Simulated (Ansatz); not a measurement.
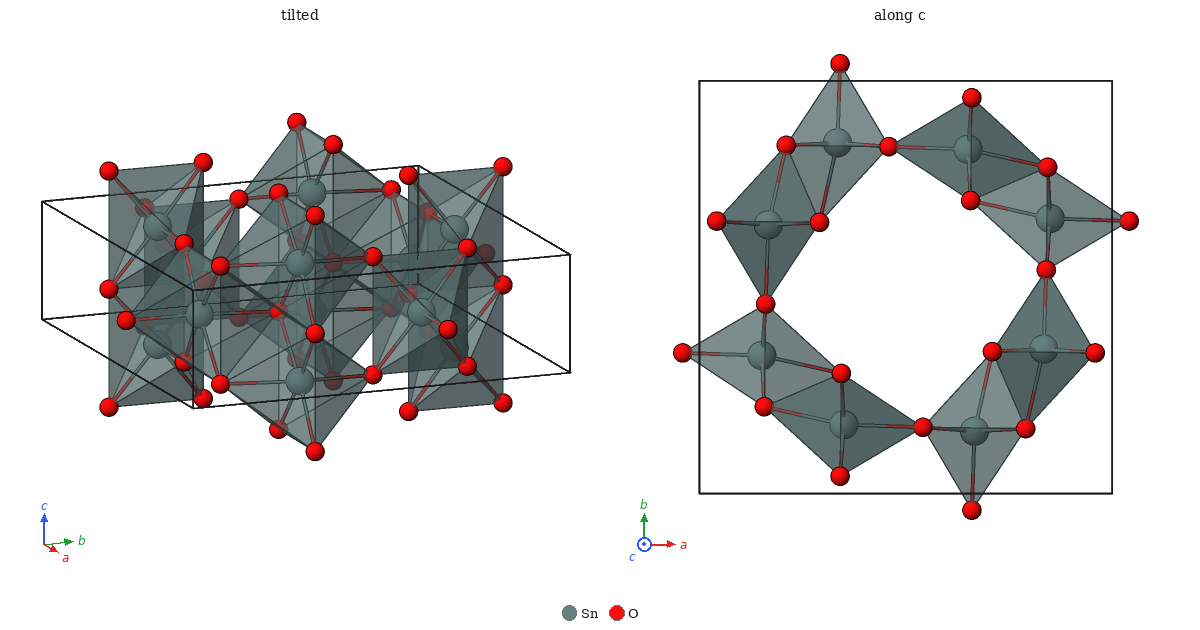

The figure gives a polyhedral picture of the atoms, viewed slightly off an axis and along the c axis. The parallelepiped is the conventional unit cell. A few atoms beyond the faces are included.

SnO2, space group I4/m (No. 87), a = 10.655 Å, b = 10.655 Å, c = 3.190 Å, α = 90.00°, β = 90.00°, γ = 90.00°. Origin of the cell: a structure listed in the Materials Project. Earlier steps of the study, as a rule a relaxation of our own, may have changed the cell and positions, so they can lie some per cent off the listed ones. It was the input of a calculation with Ansatz.

This one geometry was computed with Ansatz (DFT, plane waves, PAW) at five levels of theory: PBE0, PBE with spin-orbit coupling, r2SCAN, PBE and HSE06. It was relaxed beforehand with r2SCAN.

Which level gives the highest pressure at this volume, and what does that say about its equilibrium volume?

Highest: PBE with spin-orbit coupling (6.0 GPa) and PBE (6.1 GPa), which points to the largest equilibrium volume. Lowest, with the smallest volume: PBE0 (-1.4 GPa) and HSE06 (-1.4 GPa). Levels within 0.5 GPa of each other can't be told apart.

How does the band gap change with the level of theory?

PBE: a gap of 2.04 eV, indirect; PBE with spin-orbit coupling: a gap of 2.04 eV, indirect; r2SCAN: a gap of 2.62 eV, indirect; HSE06: a gap of 3.67 eV, indirect; PBE0: a gap of 4.39 eV, indirect.

Collect the results in a table.

| level | cutoff (eV) | k-mesh of the run's cell | gap (eV) | pressure (GPa) |
| --- | --- | --- | --- | --- |
| PBE0 | 420 | 6×6×6 | 4.39 | -1.4 |
| PBE with spin-orbit coupling | 420 | 8×8×8 | 2.04 | 6.0 |
| r2SCAN | 500 | 8×8×8 | 2.62 | 0.0 |
| PBE | 420 | 8×8×8 | 2.04 | 6.1 |
| HSE06 | 420 | 6×6×6 | 3.67 | -1.4 |

Gaps are taken on the k-mesh or band path of each run.
